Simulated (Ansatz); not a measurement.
System: rocksalt KBr, space group Fm-3m (No. 225), 2 atoms in the primitive cell; cubic a = 6.585 Å. Run without spin-orbit coupling: PBE, Ansatz PAW set, 6×6×6 k mesh, 420 eV cutoff, Fermi-Dirac smearing of 0.01 eV (Ansatz 0.2.0). Run with it: PBE, Ansatz PAW set, 6×6×6 k mesh, 420 eV cutoff, Fermi-Dirac smearing of 0.01 eV (Ansatz 0.2.0). Neither carries moments.

Without spin-orbit coupling the direct gap is 4.45 eV at Γ.

What does spin-orbit coupling change near the gap?

Answer. The threefold valence top at Γ (six states with spin) splits into a fourfold level on top and a twofold one 0.50 eV below it, the split-off level. The vertical gap goes from 4.45 to 4.29 eV at Γ. A third of the splitting is 0.17 eV, which accounts for the change at Γ: the fourfold level rises by about that much. The smallest gap over all k points computed narrows from 4.45 eV (valence top at Γ, conduction bottom at Γ) to 4.29 eV.

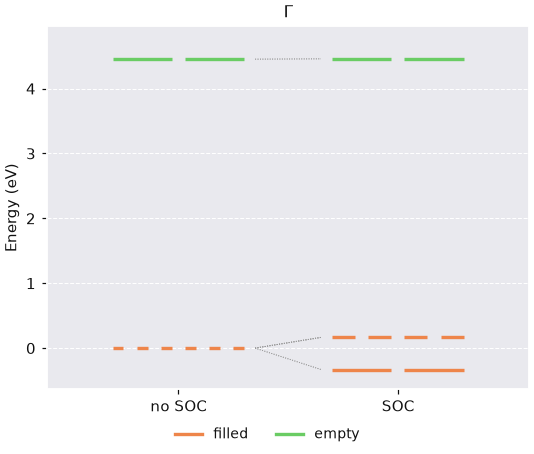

Levels at Γ, each bar one state with spin counted. Zero is the valence top without spin-orbit coupling, and the two sets are aligned on the mean of the six top valence states at Γ.

LDA, GGA and most meta-GGA functionals understate gaps.
